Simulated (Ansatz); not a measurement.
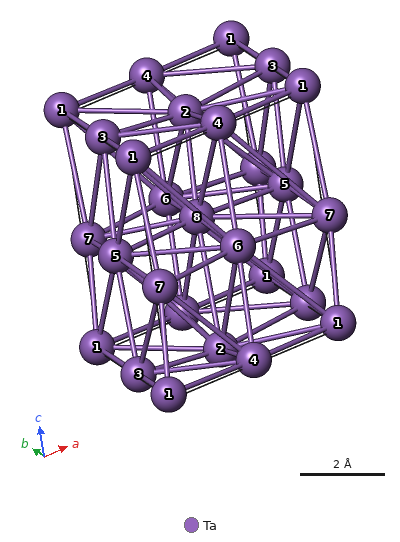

The structure as given in the input (ball-and-stick view of the cell of the calculation, set on other vectors, seen slightly off an axis; atoms are numbered from 1 in the order of the input). An atom can appear more than once, as a periodic image.

Ta: single-point calculation

System: Ta (8 atoms in the cell).
Method: DFT PBEsol, scalar-relativistic, plane waves, PAW, no spin polarisation (Ansatz 0.2.0).

The structure derives from an entry of the Crystallography Open Database. It belongs to a series of runs on one base structure; here: all atoms moved at random (sigma 0.1 A a component), cell strained at random (sigma 0.05). Figures and captions count atoms from 1; the log counts them from 0 in places.

**Log**
```
Engine: ansatz 0.2.0, x86_64-unknown-linux-gnu
Pseudopotentials: kind: paw
Pseudopotential: Ta, paw, valence charge 13, recommended cutoff 420 eV (normal), Ta.paw.azcp
Functional definition: PBEsol
  exchange = pbesol_x
  correlation = pbesol_c
Crystal: 8 atoms, lattice volume = 147.407 Å³
Basis set: ecut = 420 eV, 2881 PW (Γ), exchange–correlation on 80×80×90 points (8 copies of the dense FFT grid, shifted against one another)
Bands: 63, of which v1, the nominal top of the filled ones, is band 52 counted from 1 (51 counted from 0)
Symmetry: 1 space group operations
Space group: P1 (ITA 1), of the structure as read, at distance tolerance 5.3e-5 Å
k-points: 504 of 1000 (time reversal used)
Non-local potential: Ta, projectors of the file, l = 0: 3, l = 1: 2, l = 2: 2, l = 3: 1
PAW form: soft (Blöchl's): semilocal exchange-correlation on the pseudo side does not see the compensation charge
PAW frozen core: Ta, regenerated for the run's functional, and the local potential with it (the file was generated under x = pbe(κ = 0.804, μ = 0.2195149727645171), c = pbe(β = 0.06672455060314922))
PAW one-centre angular grid: Ta, 590 points (default); XC on 64 Gauss nodes
Initial density: superposition of atomic densities (neutral atoms: chi_scale 0, normalization atom), corrected by the library's trained network
Initial wavefunctions: pseudopotential atomic-orbital guess
Functional: x = pbesol(κ = 0.804, μ = 0.12345679012345678), c = pbesol(β = 0.046)
SCF iter   1: F=—  HF=-78448.298024 eV  |F-HF|=—  |Δ(HF+E_count)|=         —  Δρ=8.12e-3  dr2=7.05e-2  ethr=1.77e-3  ⟨swp⟩=5.2  Hψ=123970  notcnv=0
preconditioner: auto → Kerker (q_TF=auto, 2.574 Å⁻¹)  [metal: Δε(μ)=0.001 eV  Ē_g=3.943 eV  σ=0.150 eV  W_gap=0.00  n_scr=48 (ndim 8)  ℏωp=19.3 eV  f_vac=0.000  D(μ)=9.11/eV (n_scr^D=90)]
SCF iter   2: F=—  HF=-78448.284164 eV  |F-HF|=—  |Δ(HF+E_count)|=   1.39e-2  Δρ=4.50e-3  dr2=2.10e-2  ethr=6.78e-5  ⟨swp⟩=1.1  Hψ=36863  notcnv=0
SCF iter   3: F=—  HF=-78448.278659 eV  |F-HF|=—  |Δ(HF+E_count)|=   5.51e-3  Δρ=8.47e-4  dr2=2.22e-3  ethr=2.02e-5  ⟨swp⟩=2.1  Hψ=37981  notcnv=0
SCF iter   4: F=—  HF=-78448.278378 eV  |F-HF|=—  |Δ(HF+E_count)|=   2.81e-4  Δρ=2.98e-4  dr2=1.22e-4  ethr=2.14e-6  ⟨swp⟩=2.0  Hψ=38239  notcnv=0
SCF iter   5: F=—  HF=-78448.278352 eV  |F-HF|=—  |Δ(HF+E_count)|=   2.53e-5  Δρ=5.69e-5  dr2=7.49e-6  ethr=1.18e-7  ⟨swp⟩=2.0  Hψ=40897  notcnv=0
SCF iter   6: F=—  HF=-78448.278499 eV  |F-HF|=—  |Δ(HF+E_count)|=   1.47e-4  Δρ=2.22e-5  dr2=1.64e-6  ethr=7.20e-9  ⟨swp⟩=2.0  Hψ=40193  notcnv=0
SCF iter   7: F=-78448.278499 eV  HF=-78448.278499 eV  |F-HF|=4.01e-8  |Δ(HF+E_count)|=   1.82e-7  Δρ=7.51e-6  dr2=8.56e-8  ethr=9.62e-11  ⟨swp⟩=13.0  Hψ=216446  notcnv=0
SCF 1 converged in 7 iterations: F = -78448.278499 eV  dr2 = 8.56e-8
  greatest PAW one-centre occupation: 1.000 electrons in one spin orbital (limit 2), on the Ta atom at site 7 (counted from 0), in its partial waves of l = 0
SCF converged after 7 iterations
Free energy (F): -78448.278499 eV
Harris-Foulkes:  -78448.278499 eV  (|F-HF|=4.01e-8)
Internal energy: -78448.174962 eV  (E = F + TS)
E sigma→0 (E₀):  -78448.226730 eV
Entropy (-TS):   -0.103538 eV (-12.942 meV/atom)
Fermi energy:    18.348627 eV
--- Per-component energies (eV) ---
  E_band       = -892.884618
  E_kinetic    = 2935.159659
  E_local      = -4791.339621  (includes V_loc(G=0)·N_el)
  E_nonlocal   = 145.104965
  E_hartree    = 1685.773827
  E_xc         = -1735.966980
  E_vxc        = -1630.595527  (∫ρ·V_xc dr)
  E_paw        = -66181.949194  (= ΣΔE_a)
  E_vpaw       = -922.764117  (= ΣTr[D̂ρ^β])
  E_aug_tail   = 0.001151  (compensation charges beyond the density's cutoff)
  E_ewald      = -10506.667940
  E_core_change = 1.709172  (= ΣΔE_core)
  E_smearing   = -0.103538  (= −TS)
  E_closure    = 0.000000  (closes the sum)
  Σ components = -78448.278499   (vs F -78448.278499, Δ=0.00e0)
--- Forces (eV/Å), atoms counted from 1 ---
  atom   1  Ta     0.51275649    -1.25206353    -1.55847933
  atom   2  Ta    -1.86459988     3.21302226    -1.12279559
  atom   3  Ta    -0.11684042    -1.43989119     2.54583146
  atom   4  Ta     1.62498307    -0.72540603    -0.53271572
  atom   5  Ta     1.34024547     0.54112387     1.60706949
  atom   6  Ta    -1.67758304     0.08672645    -1.47207056
  atom   7  Ta    -3.41576563    -0.71629629     0.63670387
  atom   8  Ta     3.59675718     0.29273376    -0.10355934
  max |Σ_I F_I| component: 5.07e-5 eV/Å
--- Stress (GPa, compression-positive) ---
        7.767943      -1.019555       4.014689
       -1.019555      -0.217609      -3.923732
        4.014689      -3.923732       5.602899
  P = ⅓ Tr σ = 4.3844 GPa (43.844 kbar)
--- Band table (eV; the first three rows and the last of 504) ---
  k-point 0: bands = ["-49.0910", "-49.0048", "-48.9990", "-48.9474", "-48.9114", "-48.8801", "-48.8539", "-48.7692", "-16.4169", "-16.3353", "-16.3063", "-16.2884", "-16.2222", "-16.2037", "-16.1579", "-15.7673", "-15.6084", "-15.5220", "-15.4487", "-15.3359", "-15.3025", "-15.2998", "-15.2296", "-15.1226", "-15.1192", "-15.0837", "-15.0485", "-15.0161", "-14.9850", "-14.9138", "-14.8306", "-14.7225", "10.2360", "13.5489", "13.6667", "13.6864", "13.7923", "13.8079", "13.8745", "13.9024", "14.8175", "15.0111", "15.0682", "16.8169", "17.1370", "17.2803", "17.6840", "18.1518", "18.3255", "18.6892", "18.9174", "18.9921", "19.2021", "19.4408", "19.8223", "19.9840", "20.2053", "20.4519", "20.9726", "21.4899", "21.9101", "22.2308", "22.4918"]
  k-point 1: bands = ["-49.0886", "-49.0035", "-49.0002", "-48.9477", "-48.9117", "-48.8805", "-48.8548", "-48.7697", "-16.4026", "-16.3226", "-16.2918", "-16.2719", "-16.2117", "-16.1921", "-16.1441", "-15.7715", "-15.6132", "-15.5189", "-15.4567", "-15.3354", "-15.3088", "-15.2988", "-15.2278", "-15.1534", "-15.1143", "-15.0915", "-15.0456", "-15.0252", "-14.9960", "-14.9247", "-14.8466", "-14.7393", "10.3345", "13.6212", "13.6667", "13.7614", "13.8396", "13.8866", "13.9420", "13.9766", "14.8506", "15.0694", "15.1447", "16.8431", "17.0767", "17.3005", "17.6690", "18.1198", "18.3176", "18.5546", "18.8379", "18.9322", "19.2328", "19.2597", "19.6761", "19.9281", "20.1566", "20.4190", "20.9062", "21.1992", "21.6371", "21.9938", "22.4406"]
  k-point 2: bands = ["-49.0819", "-49.0042", "-48.9998", "-48.9488", "-48.9123", "-48.8819", "-48.8571", "-48.7710", "-16.3635", "-16.2960", "-16.2546", "-16.2199", "-16.1813", "-16.1598", "-16.1019", "-15.7800", "-15.6235", "-15.5128", "-15.4753", "-15.3346", "-15.3220", "-15.3030", "-15.2423", "-15.1996", "-15.1256", "-15.1149", "-15.0613", "-15.0445", "-15.0295", "-14.9390", "-14.8858", "-14.7807", "10.6210", "13.5187", "13.9009", "13.9701", "14.0340", "14.0865", "14.1492", "14.1834", "14.9529", "15.2113", "15.3888", "16.8556", "16.9240", "17.3062", "17.5117", "18.0401", "18.2374", "18.3007", "18.6550", "18.8363", "19.0080", "19.1981", "19.3444", "19.8050", "20.0529", "20.2689", "20.5204", "20.7208", "21.1791", "21.4622", "22.3283"]
  k-point 503: bands = ["-49.0665", "-49.0115", "-48.9966", "-48.9576", "-48.9158", "-48.8795", "-48.8602", "-48.7698", "-16.2892", "-16.2175", "-16.2073", "-16.1032", "-16.0683", "-16.0580", "-15.8885", "-15.7067", "-15.6758", "-15.6368", "-15.5777", "-15.5214", "-15.3665", "-15.3410", "-15.3109", "-15.2790", "-15.2271", "-15.2118", "-15.1415", "-15.0783", "-15.0076", "-14.9187", "-14.8684", "-14.7459", "12.2611", "12.5267", "14.5626", "14.7575", "14.7770", "14.9298", "15.0392", "15.1443", "15.7846", "15.9376", "16.0902", "16.2877", "16.4839", "16.5264", "16.8658", "17.1804", "17.2621", "17.8338", "18.0242", "18.2157", "18.2724", "18.5578", "18.8058", "18.8924", "19.1412", "19.7645", "20.5548", "20.8346", "21.0781", "21.2510", "21.5513"]
```

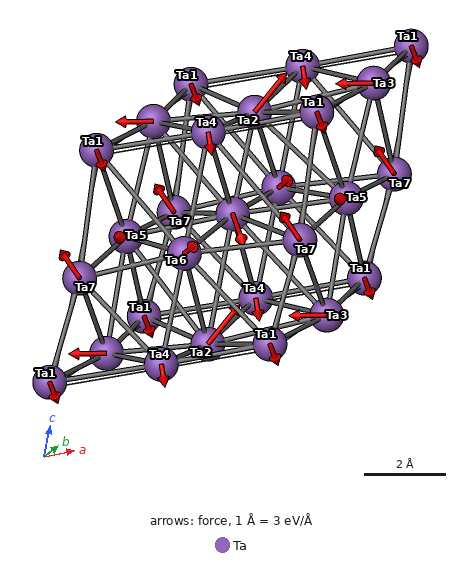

Forces on the atoms as red arrows (ball-and-stick view of the cell of the calculation, set on other vectors, seen slightly off an axis; atoms are numbered from 1 in the order of the input). The largest act on Ta2 (3.88 eV/Å); Ta8 (3.61 eV/Å); Ta7 (3.55 eV/Å); Ta3 (2.93 eV/Å), among others. The geometry is not a stationary point of this energy.

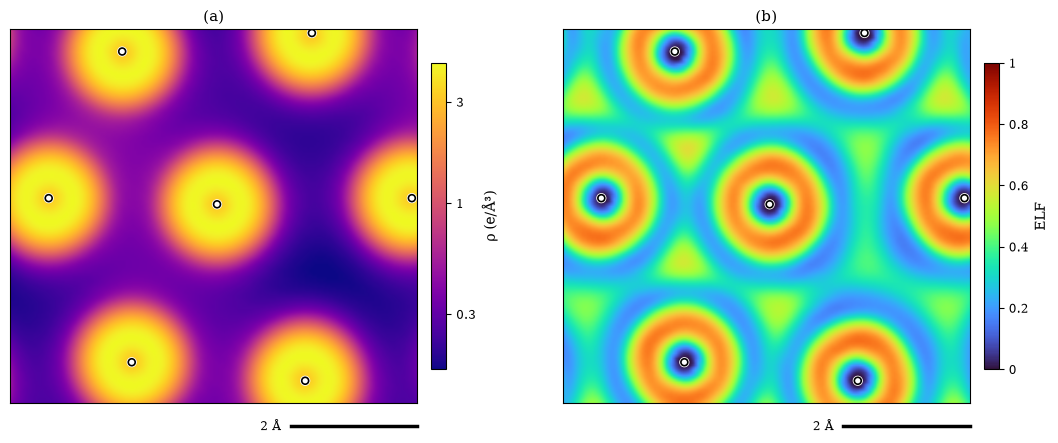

(a) valence pseudo-density; (b) electron localisation function on the (100) plane of the conventional cell. Circles mark the nuclei in the plane (Ta). The section cuts through Ta sites. Ta–Ta (2.59 Å): the density is about 0.48 e/Å³ at the midpoint; the ELF is about 0.30 at the midpoint (no localised pair between them). Ta–Ta (2.66 Å): ρ is about 0.42 e/Å³ halfway; the ELF is about 0.25 at the midpoint; no shared electron pair. Ta–Ta (2.75 Å): the density is about 0.37 e/Å³ at the midpoint; the ELF is about 0.30 at the midpoint; no shared electron pair. Ta–Ta (2.90 Å): ρ at the midpoint is about 0.29 e/Å³; the ELF is about 0.30 at the midpoint; no localised pair between them. Away from the nuclei the density in this plane falls to 0.16 e/Å³ at its lowest. The ELF has a maximum of about 0.60 in the space between the atoms. The strong features right at Ta lie inside the PAW spheres (semicore, d or f shells) and say nothing about bonding. In a PAW calculation such maps are meaningful between the atoms, not at the nuclei.

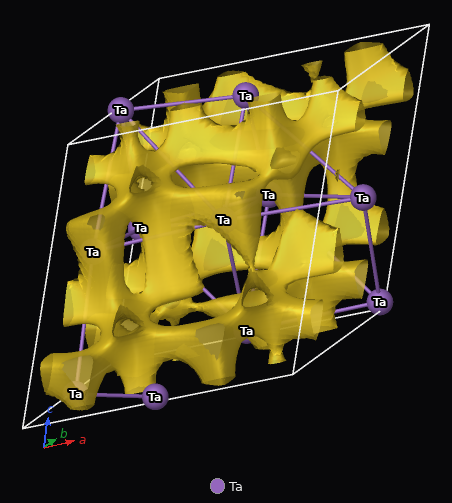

Isosurface of the ELF at 0.4 (yellow), seen slightly off an axis. Core shells and regions of very low density are left out. Sticks mark near contacts. The outline is the cell set on symmetry axes. Profiles from the grid: Ta–Ta (2.53 Å): the ELF is about 0.35 at the midpoint (nearly free electrons, as in a simple metal). Ta–Ta (2.59 Å): the ELF is about 0.30 at the midpoint; no localised pair between them.

This output came from the following input.

**Input**
```yaml
crystal:
  lattice:
    - [-0.2193694721, 4.1042521317, 4.298227705]
    - [4.2251295609, 0.2088433874, 3.8700148456]
    - [4.5723560166, 4.0232657279, -0.1383830683]
  atoms:
    - { symbol: Ta, position: [0.0288454346, 0.0024333108, -0.014618332] }
    - { symbol: Ta, position: [-0.0372466194, 0.0436339749, 0.4969302772] }
    - { symbol: Ta, position: [-0.0030842756, 0.4671117155, 0.0237558439] }
    - { symbol: Ta, position: [0.0202983714, 0.4964355569, 0.4899080268] }
    - { symbol: Ta, position: [0.5015020791, -0.0240814268, 2.30689e-05] }
    - { symbol: Ta, position: [0.4991411478, 0.0175907376, 0.4943882128] }
    - { symbol: Ta, position: [0.4704567027, 0.518967165, 0.0275370829] }
    - { symbol: Ta, position: [0.5200871595, 0.4779089661, 0.4820758196] }
basis:
  ecutwfc: 420
kpoints:
  mp_grid: { grid: [10, 10, 10] }
hamiltonian:
  xc: pbesol
scf:
  occupations: { method: gaussian, width: 0.15 }
output:
  forces: true
  stress: true
  eigenvalues: true
  write_density: true
  write_potential: true
  elf: true
  volumetric_format: npy
```

Command:
```bash
ansatz run input.yaml --threads 2 --pin off --max-ram 5120MiB --backend cpu --events-out ev --progress --plain --runs-dir out
```

**Key numbers**

- outcome: converged
- space group (tolerance 0.01 Å): P1 (1)
- electrons treated: 104
- free energy: −78448.2785 eV
- Fermi energy: 18.349 eV
- gap on the k-point mesh: none (metallic)
- pressure: 4.38 GPa
- largest force (length of the vector): 3.881 eV/Å
- hardware: 2 threads of Intel Xeon (Granite Rapids), 32 GiB of memory available, shared host
- wall time: 2.1 min (CPU time 4.2 min)
- peak memory: 2.9 GiB

**Remarks**

Spin–orbit coupling is left out, which matters for Ta.
